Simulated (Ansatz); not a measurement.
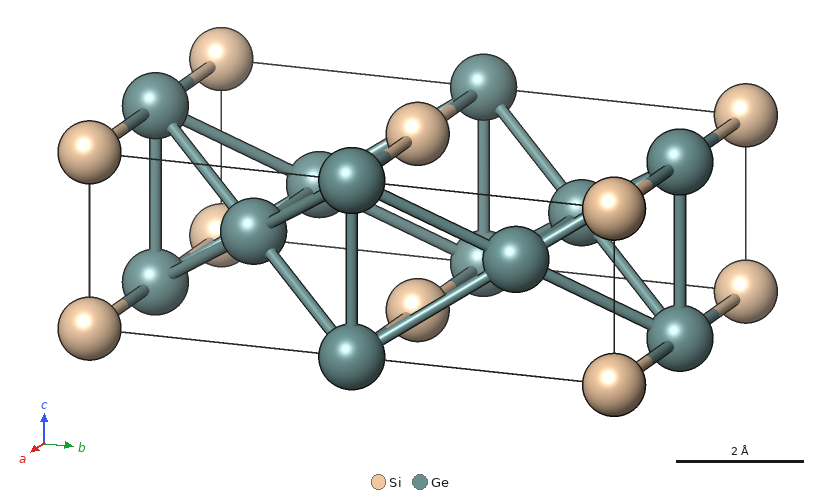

Ball-and-stick representation of a periodic structure, projected slightly off an axis. Atoms at the boundary of the conventional unit cell (the box) are drawn once for each face, edge or corner they touch. Cell: a = 5.74 Å, b = 8.89 Å, c = 2.90 Å, α = 90.00°, β = 90.00°, γ = 90.00°.

It goes back to a structure type filled with these elements by a generator (whether the compound takes this form wasn't checked). Earlier steps of the study may have refined or changed the cell and positions. It was run through Ansatz as a DFT input.

Q: Notes on the structure:

A: The material is SiGe$_{3}$. Its lattice is base-centred orthorhombic, its space group Cmmm (No. 65). In the cell are 2 Si, 6 Ge, which makes 2 formula units. The numbers of neighbours within bonding distance are Si 2 and Ge 8 to 12 (mean 9.3).

Method used: Ansatz 0.2.0, DFT PBE, scalar-relativistic, plane waves, PAW. It ran with wavefunction cutoff 420 eV, k-points about 0.14 Å⁻¹ apart, Gaussian smearing of 0.1 eV, no spin polarisation.

Q: What does the calculation say: metal or gapped?

A: A metal: bands cross the Fermi level.

Q: Predict the Bader charges.

A: Si -0.06 e; Ge +0.02 e.

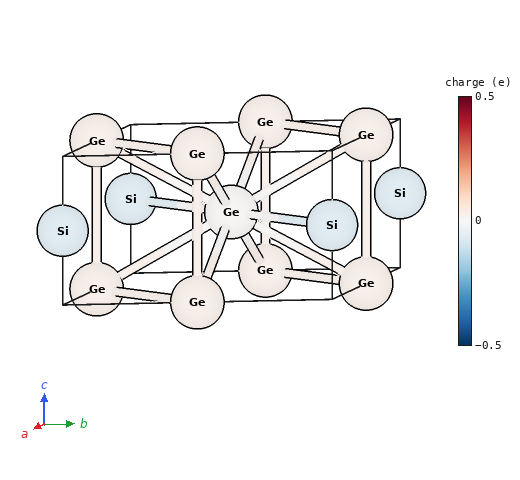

The atoms coloured by those charges. The run's cell of 4 atoms is drawn, so axes and origin can differ from the first picture.

Q: Can this geometry be taken as optimised?

A: Yes. All forces vanish to within 0.01 eV/Å. The pressure is 0.0 GPa, close to zero.
